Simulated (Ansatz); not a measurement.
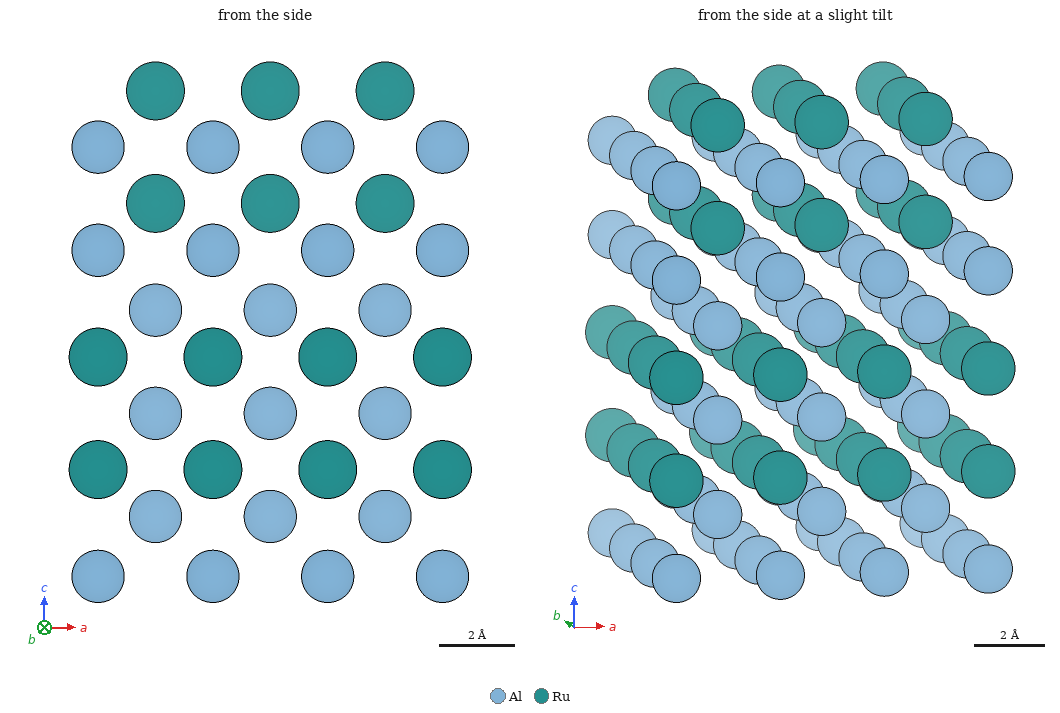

A spheres-only picture of a periodic slab, seen from the side and from the side at a slight tilt. The surface normal points up in side views; the vacuum is left out. 3×3 cells are drawn in the plane, with atoms at the edges repeated.

The cell holds 6 Al, 4 Ru.

Q: Which species face the vacuum on either side?

A: The top face ends in Ru, the bottom face in Al. The faces differ, so the slab can carry a dipole.

Q: What is its extent along the surface normal?

A: About 13 Å from the lowest to the highest atom.

Q: Give the sequence of planes from the top.

A: Ten planes: Ru / Al / Ru / Al / Al / Ru / Al / Ru / Al / Al.

The model was built from a structure listed in the Materials Project. The cell was then strained or its atoms displaced on purpose. A calculation with Ansatz used it as input.

At this level of theory the run's own cell isn't at rest (forces up to 1.0 eV/Å), so its distances can differ from those at equilibrium, the more so the softer the solid.
